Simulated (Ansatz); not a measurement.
ZnSe (slab)

Input

```
crystal:
  lattice:
    - [4.0529671166, 0.0, 0.0]
    - [0.0, 5.7317610641, 0.0]
    - [0.0, 0.0, 25.1324177915]
  atoms:
    - { symbol: Zn, position: [0.5, 0.5, 0.2984193587] }
    - { symbol: Se, position: [0.0, 0.75, 0.2984193587] }
    - { symbol: Zn, position: [0.0, 0.0, 0.3790516152] }
    - { symbol: Se, position: [0.5, 0.25, 0.3790516152] }
    - { symbol: Zn, position: [0.5, 0.5, 0.4596838717] }
    - { symbol: Se, position: [0.0, 0.75, 0.4596838717] }
    - { symbol: Zn, position: [0.0, 0.0, 0.5403161283] }
    - { symbol: Se, position: [0.5, 0.25, 0.5403161283] }
    - { symbol: Zn, position: [0.5, 0.5, 0.6209483848] }
    - { symbol: Se, position: [0.0, 0.75, 0.6209483848] }
    - { symbol: Zn, position: [0.0, 0.0, 0.7015806413] }
    - { symbol: Se, position: [0.5, 0.25, 0.7015806413] }
basis:
  ecutwfc: 420
kpoints:
  mp_grid: { grid: [7, 5, 1] }
hamiltonian:
  xc: pbe
scf:
  occupations: { method: gaussian, width: 0.05 }
output:
  forces: true
  stress: true
  eigenvalues: true
  write_density: true
  write_potential: true
  elf: true
  volumetric_format: npy
efield:
  axis: 3
  dipole_correction: true
  ramp_width: 0.04
```

Run with:

```sh
ansatz run input.yaml --threads 4 --pin off --max-ram 8192MiB --backend cpu --events-out ev --progress --plain --runs-dir out
```

Not relaxed (largest force 1.5 eV/Å).

Method: DFT PBE, scalar-relativistic, plane waves, PAW (Ansatz).

Question: Predict the valence pseudo-density and electron localisation function between the atoms.

Answer: Zn–Se (2.48 Å): ρ at the midpoint is about 0.43 e/Å³; the ELF is about 0.55 at the midpoint.

Question: Does the calculation give a band gap?

Answer: It is gapped, with a Kohn–Sham gap of 1.1 eV on the k-point mesh, an upper bound to the gap of this method.

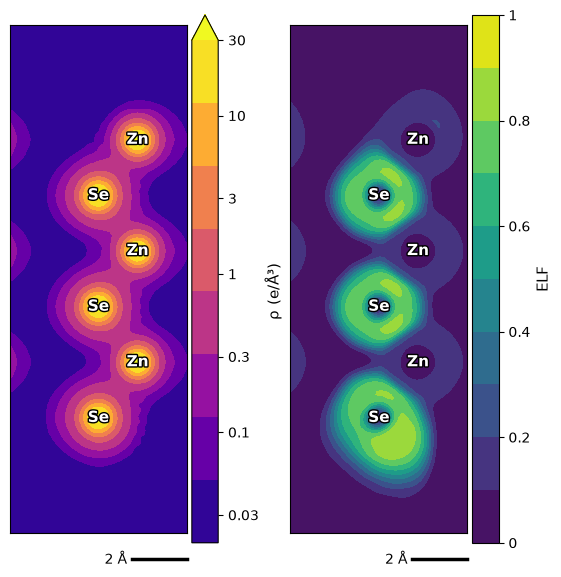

Computed valence pseudo-density and electron localisation function on the (100) plane of the calculation cell, a cut from vacuum to vacuum, in this order. 

Core electrons are frozen (PAW), and the valence fields are smoothed inside the atomic spheres.
